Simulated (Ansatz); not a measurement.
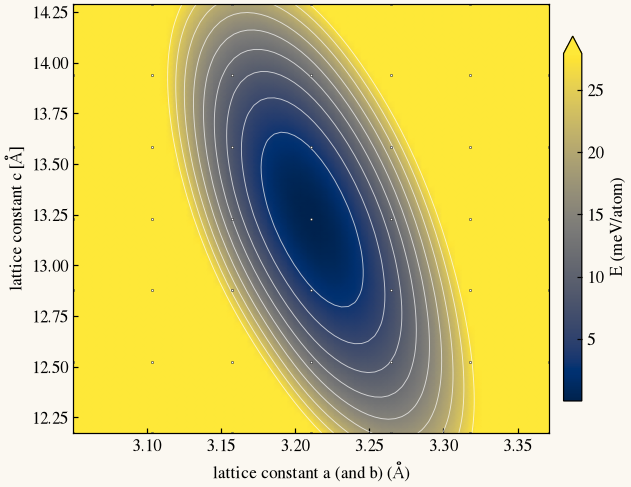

SnO2 (R-3m, No. 166; 3 atoms in the cell). The energy is mapped over the lattice constants a and c of the conventional cell. First axis: lattice constant a (and b). Second axis: lattice constant c. Nothing is relaxed (fractional coordinates fixed). The grid has 7 × 7 points. Points are written as (first, second). Energies are in meV/atom, from the lowest grid point. Level of theory: DFT PBEsol, scalar-relativistic, plane waves, PAW in Ansatz. Settings: cutoff 520 eV, k-mesh 12×12×12, gaussian smearing 0.05 eV, no spin polarisation.

Drawn: a smooth colour map with a few white contour lines, dots at the grid points, one colour for all values above the top of the scale. Between grid points the surface is interpolated.

### Estimate the position of the minimum and the force constants in these coordinates.

The interpolated minimum is at lattice constant a (and b) ≈ 3.211 Å, lattice constant c ≈ 13.231 Å. The curvatures there are about 24 eV/Å² and 0.15 eV/Å², with a cross term of about 1.1 eV/Å² (per cell of 3 atoms). Round the minimum the valley is strongly tilted: raising lattice constant a (and b) shifts the best value of lattice constant c downwards (coupling k₁₂/√(k₁₁k₂₂) about 0.6).

PAW datasets: the set soft_1.
